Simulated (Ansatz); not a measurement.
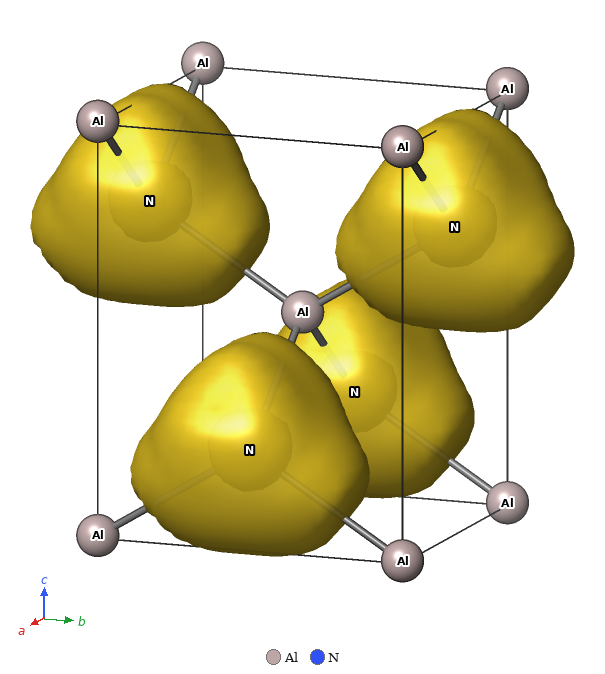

The picture shows: AlN. Isosurface of the electron localisation function at 0.65 (yellow), seen slightly off an axis. Core shells and regions of very low density are left out. Sticks mark near contacts.

Space group Imm2; a structure from a database of computed crystals, not necessarily the ambient phase; changed on purpose from its base cell (strained and moved within a subgroup).

The calculation used DFT PBEsol, scalar-relativistic, plane waves, PAW (Ansatz 0.2.0).

### Describe the localisation domains.

The ELF exceeds this value in two regions on N in which the atom's valence shell and bonds are merged, counted in one cell of 4 atoms. Regions shared between cells count once.

Values along the shortest contacts:
Al–N (1.86 Å): the ELF peaks at about 0.90 between the atoms, as expected for a polar covalent bond. Al–N (1.94 Å): the ELF peaks at about 0.90 in the valence shell of N, 0.8 Å from its nucleus, and is about 0.85 at the midpoint.
